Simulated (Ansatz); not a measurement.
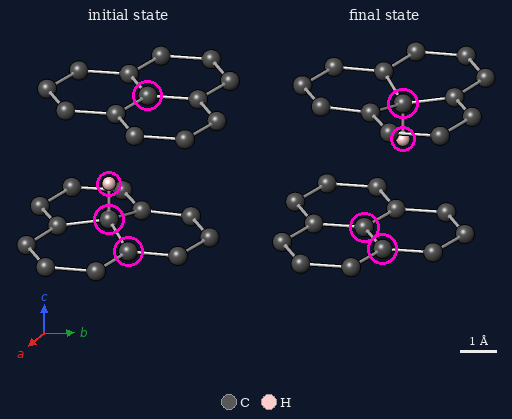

The two relaxed end points of a path for a defect cell of composition HC28 (29 atoms in the cell). The picture is a ball-and-stick view of the atoms within 3.9 Å of the middle of the path, seen from a free direction. The atoms that move most are ringed. Bonds to atoms that aren't drawn are left out.

Computed with Ansatz, DFT PBE, scalar-relativistic, plane waves, PAW.

Set-up: plane-wave cutoff 420 eV; k-point mesh 4 × 4 × 3; Gaussian smearing 0.1 eV; 3 movable images; climbing image.

Start:
```
C H
1.0
     1.23327   -6.40824    0.00000
     4.93307    4.27216    0.00000
     0.00000    0.00000    8.46545
C H
28 1
Direct
  0.85440 0.26139 0.25012
  0.42584 0.11850 0.25010
  0.99730 0.97565 0.25029
  0.71152 0.54705 0.25012
  0.28296 0.40420 0.25005
  0.56863 0.83276 0.25028
  0.14012 0.68991 0.25001
  0.86437 0.31500 0.73855
  0.43601 0.17293 0.73136
  0.01324 0.03486 0.74379
  0.72076 0.59575 0.74386
  0.29397 0.45922 0.73856
  0.57413 0.88823 0.74394
  0.14974 0.74453 0.73857
  0.66392 0.30896 0.25008
  0.23540 0.16614 0.25010
  0.80678 0.02329 0.25033
  0.52104 0.59465 0.25016
  0.09250 0.45183 0.24999
  0.37817 0.88039 0.25011
  0.94964 0.73751 0.25012
  0.91048 0.55121 0.73916
  0.48448 0.41093 0.73633
  0.05778 0.26911 0.73908
  0.76940 0.83962 0.78038
  0.33988 0.69851 0.73916
  0.62558 0.12449 0.73642
  0.19802 0.98334 0.73637
  0.76967 0.83979 0.91370
```

End:
```xyz
29
Lattice="1.2333 -6.4082 0.0000 4.9331 4.2722 0.0000 0.0000 0.0000 8.4654" Properties=species:S:1:pos:R:3 pbc="T T T"
C     2.3386   -4.3346    2.1684
C     1.0756   -2.2212    2.2131
C     6.0096   -2.2516    2.1677
C     3.5464   -2.2149    2.2133
C     2.3051   -0.0781    2.2132
C     4.7448   -0.0641    2.1689
C     3.5423    2.0553    2.2741
C     2.5902   -4.1857    6.3481
C     1.3569   -2.0494    6.3490
C     0.1237    0.0862    6.3467
C     3.8232   -2.0497    6.3481
C     2.5902    0.0865    6.3487
C     5.0565    0.0867    6.3467
C     3.8233    2.2226    6.3483
C     2.3243   -2.9285    2.2082
C     1.0681   -0.8061    2.2081
C     1.0756   -5.0647    1.8591
C     3.5343   -0.7794    2.2088
C     2.3084    1.3491    2.2320
C     4.7710    1.3401    2.2317
C     4.7807   -2.9312    2.2314
C     3.8234   -3.4736    6.3484
C     2.5901   -1.3375    6.3492
C     1.3570    0.7985    6.3477
C     5.0565   -1.3377    6.3463
C     3.8232    0.7987    6.3483
C     1.3570   -3.4735    6.3481
C     5.0567    2.9344    6.3482
H     1.0744   -5.0637    0.7306
```

**What barrier does the band find between them, and by what path?**

The two ends have the same energy, and the highest point, image 2, lies 0.78 eV above the start. The H atom travels furthest, 1.81 Å from end to end, roughly along [0 1 1], on a path that bends up to 0.25 Å away from the straight line. At the highest image its nearest neighbour (C) is 1.49 Å away, against 1.13 Å at the start, and the surrounding atoms stand up to 0.74 Å off the mean of their end positions. Breaking: C–H (1.13 → 3.05 Å). Forming: C–H (3.05 → 1.13 Å). The band converged in 9 iterations, with a climbing image at the top.

Energies of the converged images:

```tsv
image	path (Å)	E (eV)
0	0.00	0.000
1	2.18	0.006
2	4.36	0.775
3	6.54	0.006
4	8.72	0.000
```

The geometry at the top of the path:

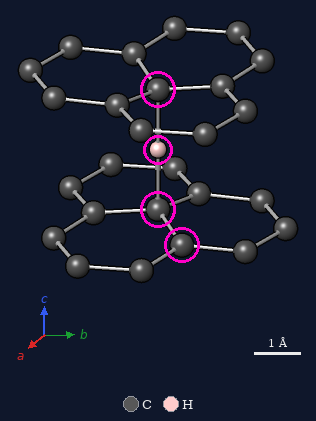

Limits of the set-up: the periodic images lie only 6.5 Å apart, so the values are limited by the cell's size.

The run took 34 min on 4 threads of AMD EPYC (Zen 3), with other jobs on the host, peak memory 2.5 GiB.
